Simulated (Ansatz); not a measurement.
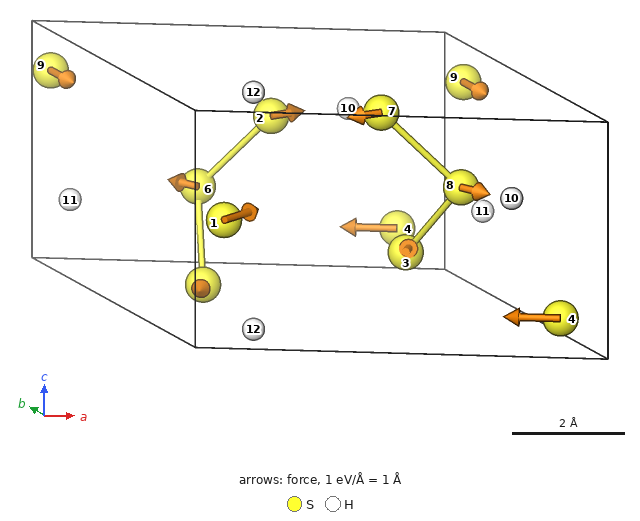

Starting geometry of crystalline HS3 (set up in P3_221) (coarse preliminary run) with the computed forces as orange arrows. Style: ball-and-stick. Shown: the cell of the calculation, slightly off an axis.

Case: 3 H put on empty site 1 of 1 host cells, relaxed.

Theory: DFT PBE+D3(BJ), scalar-relativistic, plane waves, PAW in Ansatz 0.2.0. Set-up: plane-wave cutoff 420 eV; k-point mesh 3 × 3 × 4; occupations gaussian; smearing width 0.1 eV; no spin polarisation; cell and atoms relaxed; force threshold 0.0325 eV/Å; at most 70 steps.

**Is this structure relaxed? If not, where do the atoms go?**

It isn't relaxed: the largest force vector, on S atoms, is 1.05 eV/Å. The final displacements have little in common with the starting forces (cosine between the two patterns 0.21). Over 9 accepted moves (11 points after the start) the energy falls by 179 meV per atom. Largest force component: 1.1 eV/Å at the start, 0.01 eV/Å at the end. The pressure goes from −0.18 to 0.02 GPa. The line search rejected the trial step at point 9 of the run. The SCF was repeated once at an unchanged geometry on a basis and grid sized afresh for the cell, which shifted the energy by 0.2 meV per atom at most. The largest moves relative to the cell, 1.16 Å, are those of H atoms. Largest moves by element: H 1.16 Å, S 0.33 Å. The drawn cell changes as follows: a = b 7.464 → 7.215 Å (−3.3 %), c 4.379 → 4.409 Å (+0.7 %); the volume changes by −5.9 %. Near-neighbour distances that change, for instance: H–S 2.331 → 1.640 Å, S–S 2.071 → 2.244 Å, S–S 2.083 → 2.105 Å. New bonds form: H–S (2.33 → 1.64 Å). Bond angles that change, for instance: S–S–S 104.2° → 98.3°. The space group stays P3_221 (No. 154).
